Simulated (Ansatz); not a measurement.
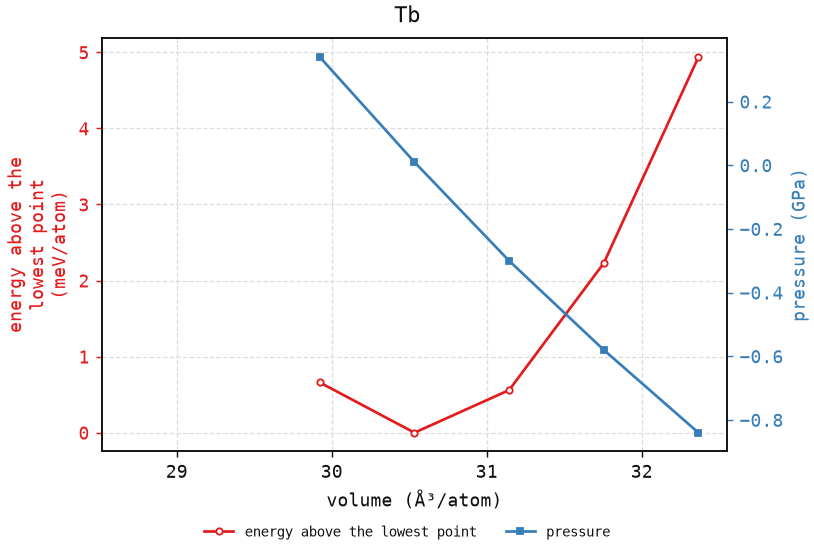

The figure shows the energy above the lowest point and pressure against volume for Tb, space group Fm-3m (No. 225) (one of a set of cubic test structures, which need not be the stable phase).

Computed with Ansatz 0.2.0 development build: equation of state of a cubic crystal from periodic Kohn-Sham density functional theory without spin, third-order Birch-Murnaghan fit to the free energies; pressure corrected for the finite basis. Level: PBE.

```json
{"setting": "structure type", "value": "fcc"}
{"setting": "atoms in cell", "value": "1"}
{"setting": "space group number", "value": "225"}
{"setting": "lattice centring", "value": "face-centred primitive"}
{"setting": "k mesh", "value": "38×38×38"}
{"setting": "occupation method", "value": "Fermi–Dirac"}
{"setting": "occupation width", "value": "0.06123 eV"}
{"setting": "wave cutoff", "value": "420 eV"}
{"setting": "datasets", "value": "soft-1 PAW"}
{"setting": "density tolerance", "value": "1e-07 eV"}
{"setting": "bands", "value": "16"}
{"setting": "density cutoff ratio", "value": "4"}
{"setting": "search for lower states", "value": "default"}
```

The points at volume 28.70 Å³/atom and 29.31 Å³/atom are left out of the plot. What values does the calculation give there?

| volume (Å³/atom) | energy above the lowest point (meV/atom) | pressure (GPa) |
| --- | --- | --- |
| 28.70 | 6.012 | 1.085 |
| 29.31 | 2.624 | 0.700 |

Keep in mind: cubic model structure, not the ambient form; open f shell treated without spin.
